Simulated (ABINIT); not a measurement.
Al$_{2}$O$_{3}$: geometry relaxation (part 1 of 4)

System: Al$_{2}$O$_{3}$ (R-3c, 10 atoms in the cell).
Method: Kohn-Sham DFT of a periodic cell, PBE, PseudoDojo NC SR PBE v0.4.1 standard, no spin polarisation (ABINIT 10.8.3).

The structure derives from an entry of the Crystallography Open Database.

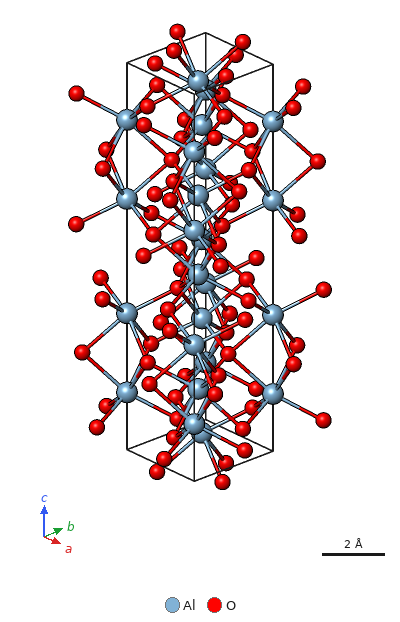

Fig. 1: The structure as given in the input (ball-and-stick view of the cell 3 times as large as that of the calculation, set on its symmetry axes, seen slightly off an axis; bonded neighbours outside the cell are drawn too).

**Key numbers**

```json
{"quantity": "outcome", "value": "converged"}
{"quantity": "space group (tolerance 0.01 Å)", "value": "R-3c (167)"}
{"quantity": "electrons treated", "value": "48"}
{"quantity": "free energy", "value": "−2969.3524 eV"}
{"quantity": "Fermi energy", "value": "7.916 eV"}
{"quantity": "gap on the k-point mesh", "value": "5.96 eV"}
{"quantity": "pressure", "value": "−0.05 GPa"}
{"quantity": "final volume", "value": "87.19 Å³"}
{"quantity": "largest force (length of the vector) at the end", "value": "0.003 eV/Å"}
{"quantity": "final cell", "value": "a = 5.173 Å, b = 5.173 Å, c = 5.173 Å, α = 55.29°, β = 55.29°, γ = 55.29°"}
{"quantity": "hardware", "value": "4 threads of AMD EPYC (Zen 3), 192 GiB of memory available, shared host"}
{"quantity": "wall time", "value": "5.5 min (CPU time 22 min)"}
{"quantity": "peak memory", "value": "0.6 GiB"}
```

**The input**
```
# Pseudopotentials
pp_dirpath "./"
pseudos "Al.upf, O.upf"

# Structure
acell 5.1302230849 5.1302230849 5.130223085 Angstrom
rprim
     0.4639661786     0.2678709981     0.8443817345
    -0.4639661786     0.2678709981     0.8443817345
     0.0000000000    -0.5357419962     0.8443817345
ntypat 2
znucl 13 8
natom 10
typat 1 1 1 1 2 2 2 2 2 2
xred
     0.3521600000     0.3521600000     0.3521600000
     0.1478400000     0.1478400000     0.1478400000
     0.6478400000     0.6478400000     0.6478400000
     0.8521600000     0.8521600000     0.8521600000
     0.5566800000     0.9433200000     0.2500000000
     0.2500000000     0.5566800000     0.9433200000
     0.9433200000     0.2500000000     0.5566800000
     0.4433200000     0.0566800000     0.7500000000
     0.7500000000     0.4433200000     0.0566800000
     0.0566800000     0.7500000000     0.4433200000
chkprim 0
chksymtnons 0
tolsym 1.0e-6

# Plane-wave basis
ecut 42.0

# k points
kptopt 1
ngkpt 4 4 4
nshiftk 1
shiftk 0.0 0.0 0.0

# Exchange and correlation
ixc 11

# Bands and occupations
nband 30
occopt 3
tsmear 0.05 eV

# SCF cycle
nstep 100
tolvrs 1.0e-10

# Output
iomode 3
prtwf 0
prtden 0
prteig 0
prtebands 0
enunit 1

# Relaxation
ionmov 2
ntime 60
tolmxf 0.0005
optcell 1
dilatmx 1.08
ecutsm 0.5
```

Launch command:
```bash
mpirun --bind-to none -np 4 abinit run.abi > log 2>&1
```

**The program's output**
```
.Version 10.8.3 of ABINIT
 Symmetries : space group R-3 c (#167); Bravais hR (rhombohedral)
================================================================================
 Values of the parameters that define the memory need of the present run
     intxc =       0    ionmov =       2      iscf =       7    lmnmax =       6
     lnmax =       6     mgfft =      64  mpssoang =       3    mqgrid =    3001
     natom =      10  nloc_mem =       1    nspden =       1   nspinor =       1
    nsppol =       1      nsym =      12    n1xccc =    2501    ntypat =       2
    occopt =       3   xclevel =       2
       mpw =        9408          nfft =      262144          nkpt =          13
================================================================================
================================================================================

--------------------------------------------------------------------------------
------------- Echo of variables that govern the present computation ------------
--------------------------------------------------------------------------------
 -outvars: echo values of preprocessed input variables --------
            acell      9.6947165953E+00  9.6947165953E+00  9.6947165955E+00 Bohr
              amu      2.69815390E+01  1.59994000E+01
          chkprim           0
      chksymtnons           0
          dilatmx      1.08000000E+00
             ecut      4.20000000E+01 Hartree
           ecutsm      5.00000000E-01 Hartree
           enunit           1
           ionmov           2
              ixc          11
         kptrlatt        4    0    0      0    4    0      0    0    4
          kptrlen      3.59841649E+01
            natom          10
            nband          30
            ngfft          64      64      64
             nkpt          13
            nstep         100
             nsym          12
            ntime          60
           ntypat           2
           occopt           3
          optcell           1
           prtden           0
        prtebands           0
           prteig           0
            prtwf           0
            rprim      4.6396617860E-01  2.6787099810E-01  8.4438173450E-01
                      -4.6396617860E-01  2.6787099810E-01  8.4438173450E-01
                       0.0000000000E+00 -5.3574199620E-01  8.4438173450E-01
          spgroup         167
           tolmxf      5.00000000E-04
           tolsym      1.00000000E-06
           tolvrs      1.00000000E-10
           tsmear      1.83746611E-03 Hartree
            typat      1  1  1  1  2  2  2  2  2  2
           xangst     -6.3447941418E-19 -1.8866565582E-11  4.5765304962E+00
                      -6.6802571215E-18 -7.9204185226E-12  1.9212695041E+00
                      -1.3994993657E-17 -3.4707250056E-11  8.4190695043E+00
                      -1.5263952485E-17 -4.5653996010E-11  1.1074330496E+01
                      -9.2029986003E-01  1.3742379782E+00  7.5807666669E+00
                      -7.2997507002E-01 -1.4841220470E+00  7.5807666670E+00
                       1.6502749300E+00  1.0988406871E-01  7.5807666669E+00
                       9.2029986003E-01 -1.3742379783E+00  5.4148333336E+00
                       7.2997507002E-01  1.4841220470E+00  5.4148333335E+00
                      -1.6502749300E+00 -1.0988406876E-01  5.4148333335E+00
            xcart     -1.1989923253E-18 -3.5652641886E-11  8.6483892446E+00
                      -1.2623856410E-17 -1.4967421810E-11  3.6306731768E+00
                      -2.6446705146E-17 -6.5587197189E-11  1.5909735598E+01
                      -2.8844689796E-17 -8.6273549011E-11  2.0927451666E+01
                      -1.7391146892E+00  2.5969334106E+00  1.4325572825E+01
                      -1.3794529611E+00 -2.8045842063E+00  1.4325572825E+01
                       3.1185676502E+00  2.0765079546E-01  1.4325572825E+01
                       1.7391146892E+00 -2.5969334107E+00  1.0232552018E+01
                       1.3794529611E+00  2.8045842062E+00  1.0232552018E+01
                      -3.1185676502E+00 -2.0765079556E-01  1.0232552018E+01
             xred      3.5216000000E-01  3.5216000000E-01  3.5216000000E-01
                       1.4784000000E-01  1.4784000000E-01  1.4784000000E-01
                       6.4784000000E-01  6.4784000000E-01  6.4784000000E-01
                       8.5216000000E-01  8.5216000000E-01  8.5216000000E-01
                       5.5668000000E-01  9.4332000000E-01  2.5000000000E-01
                       2.5000000000E-01  5.5668000000E-01  9.4332000000E-01
                       9.4332000000E-01  2.5000000000E-01  5.5668000000E-01
                       4.4332000000E-01  5.6680000000E-02  7.5000000000E-01
                       7.5000000000E-01  4.4332000000E-01  5.6680000000E-02
                       5.6680000000E-02  7.5000000000E-01  4.4332000000E-01
            znucl       13.00000    8.00000

================================================================================

 chkinp: Checking input parameters for consistency.

================================================================================
== DATASET  1 ==================================================================

--- !DatasetInfo
iteration_state: {dtset: 1, }
dimensions: {natom: 10, nkpt: 13, mband: 30, nsppol: 1, nspinor: 1, nspden: 1, mpw: 9408, }
cutoff_energies: {ecut:  42.0, pawecutdg:  -1.0, }
electrons: {nelect:   4.80000000E+01, charge:   0.00000000E+00, occopt:   3.00000000E+00, tsmear:   1.83746611E-03, }
meta: {optdriver: 0, ionmov: 2, optcell: 1, iscf: 7, paral_kgb: 0, }
...

 Exchange-correlation functional for the present dataset will be:
  GGA: Perdew-Burke-Ernzerhof functional - ixc=11
  J.P.Perdew, K.Burke, M.Ernzerhof, PRL 77, 3865 (1996)

 Real(R)+Recip(G) space primitive vectors, cartesian coordinates (Bohr,Bohr^-1):
 R(1)=  4.4980206  2.5969334  8.1860416  G(1)=  0.1111600  0.0641783  0.0407197
 R(2)= -4.4980206  2.5969334  8.1860416  G(2)= -0.1111600  0.0641783  0.0407197
 R(3)=  0.0000000 -5.1938668  8.1860416  G(3)=  0.0000000 -0.1283565  0.0407197
 Unit cell volume ucvol=  5.7372986E+02 bohr^3
 Angles (23,13,12)=  5.52866708E+01  5.52866708E+01  5.52866708E+01 degrees

 getcut: wavevector=  0.0000  0.0000  0.0000  ngfft=  64  64  64
         ecut(hartree)=     48.989   => boxcut(ratio)=   2.09534

--- Pseudopotential description ------------------------------------------------
- pspini: atom type   1  psp file is ./Al.upf
12 -101130 2 -1 1876                          pspcod,pspxc,lmax,lloc,mmax
     nproj     2     2     2

- pspini: atom type   2  psp file is ./O.upf
12 -101130 2 -1 936                           pspcod,pspxc,lmax,lloc,mmax
     nproj     2     2     1

   2.56792098E+03                                ecore*ucvol(ha*bohr**3)
--------------------------------------------------------------------------------

================================================================================

=== [ionmov= 2] Broyden-Fletcher-Goldfarb-Shanno method (forces)
================================================================================

--- Iteration: ( 1/60) Internal Cycle: (1/1)
--------------------------------------------------------------------------------

---SELF-CONSISTENT-FIELD CONVERGENCE--------------------------------------------

--- !BeginCycle
iteration_state: {dtset: 1, itime: 1, icycle: 1, }
solver: {iscf: 7, nstep: 100, nline: 4, wfoptalg: 0, }
tolerances: {tolvrs: 1.00E-10, }
...

     iter   Etot(hartree)      deltaE(h)  residm     vres2
 ETOT  1  -108.55090195955    -1.086E+02 1.906E-01 2.501E+03
 ETOT  2  -108.73032248529    -1.794E-01 2.011E-02 1.982E+03
 ETOT  3  -109.11845892479    -3.881E-01 1.356E-02 8.172E+00
 ETOT  4  -109.12019674306    -1.738E-03 3.639E-03 2.184E-02
 ETOT  5  -109.12020065205    -3.909E-06 1.842E-03 1.262E-03
 ETOT  6  -109.12020076409    -1.120E-07 1.267E-03 1.082E-05
 ETOT  7  -109.12020076500    -9.072E-10 6.426E-04 1.114E-06
 ETOT  8  -109.12020076510    -1.022E-10 7.939E-04 1.431E-08
 ETOT  9  -109.12020076510    -1.691E-12 4.349E-04 1.063E-09
 ETOT 10  -109.12020076510     2.061E-12 5.855E-04 2.323E-11

 At SCF step   10       vres2   =  2.32E-11 < tolvrs=  1.00E-10 =>converged.

 Cartesian components of stress tensor (hartree/bohr^3)
  sigma(1 1)= -2.13104335E-04  sigma(3 2)=  1.87122151E-13
  sigma(2 2)= -2.13104335E-04  sigma(3 1)=  0.00000000E+00
  sigma(3 3)= -1.92333581E-04  sigma(2 1)=  0.00000000E+00

--- !ResultsGS
iteration_state: {dtset: 1, itime: 1, icycle: 1, }
comment   : Summary of ground state results
lattice_vectors:
- [  4.4980206,   2.5969334,   8.1860416, ]
- [ -4.4980206,   2.5969334,   8.1860416, ]
- [  0.0000000,  -5.1938668,   8.1860416, ]
lattice_lengths: [   9.69472,    9.69472,    9.69472, ]
lattice_angles: [ 55.287,  55.287,  55.287, ] # degrees, (23, 13, 12)
lattice_volume:   5.7372986E+02
convergence: {deltae:  2.061E-12, res2:  2.323E-11, residm:  5.855E-04, diffor: null, }
etotal    :  -1.09120201E+02
entropy   :   0.00000000E+00
fermie    :   3.12837611E-01
cartesian_stress_tensor: # hartree/bohr^3
- [ -2.13104335E-04,   0.00000000E+00,   0.00000000E+00, ]
- [  0.00000000E+00,  -2.13104335E-04,   1.87122151E-13, ]
- [  0.00000000E+00,   1.87122151E-13,  -1.92333581E-04, ]
pressure_GPa:   6.0660E+00
xred      :
- [  3.5216E-01,   3.5216E-01,   3.5216E-01, Al]
- [  1.4784E-01,   1.4784E-01,   1.4784E-01, Al]
- [  6.4784E-01,   6.4784E-01,   6.4784E-01, Al]
- [  8.5216E-01,   8.5216E-01,   8.5216E-01, Al]
- [  5.5668E-01,   9.4332E-01,   2.5000E-01,  O]
- [  2.5000E-01,   5.5668E-01,   9.4332E-01,  O]
- [  9.4332E-01,   2.5000E-01,   5.5668E-01,  O]
- [  4.4332E-01,   5.6680E-02,   7.5000E-01,  O]
- [  7.5000E-01,   4.4332E-01,   5.6680E-02,  O]
- [  5.6680E-02,   7.5000E-01,   4.4332E-01,  O]
cartesian_forces: # hartree/bohr
- [ -2.70334224E-19,  -2.05215545E-14,  -1.00195765E-03, ]
- [ -2.04390214E-19,   2.05215111E-14,   1.00195765E-03, ]
- [  2.05282093E-19,   2.05215111E-14,   1.00195765E-03, ]
- [  1.39338084E-19,  -2.05215545E-14,  -1.00195765E-03, ]
- [ -9.53558428E-04,  -5.47591801E-20,  -2.97763864E-20, ]
- [  4.76779214E-04,  -8.25805822E-04,  -3.40432904E-15, ]
- [  4.76779214E-04,   8.25805822E-04,   3.40435615E-15, ]
- [  9.53558428E-04,   1.28467503E-20,   3.79900606E-20, ]
- [ -4.76779214E-04,   8.25805822E-04,   3.40432904E-15, ]
- [ -4.76779214E-04,  -8.25805822E-04,  -3.40436436E-15, ]
force_length_stats: {min:   9.53558428E-04, max:   1.00195765E-03, mean:   9.72918116E-04, }
...

 Integrated electronic density in atomic spheres:
 ------------------------------------------------
 Atom  Sphere_radius  Integrated_density
    1        2.00000          1.07555556
    2        2.00000          1.07555556
    3        2.00000          1.07555556
    4        2.00000          1.07555556
    5        2.00000          6.46078990
    6        2.00000          6.46078990
    7        2.00000          6.46078990
    8        2.00000          6.46078990
    9        2.00000          6.46078990
   10        2.00000          6.46078990

---OUTPUT-----------------------------------------------------------------------
```
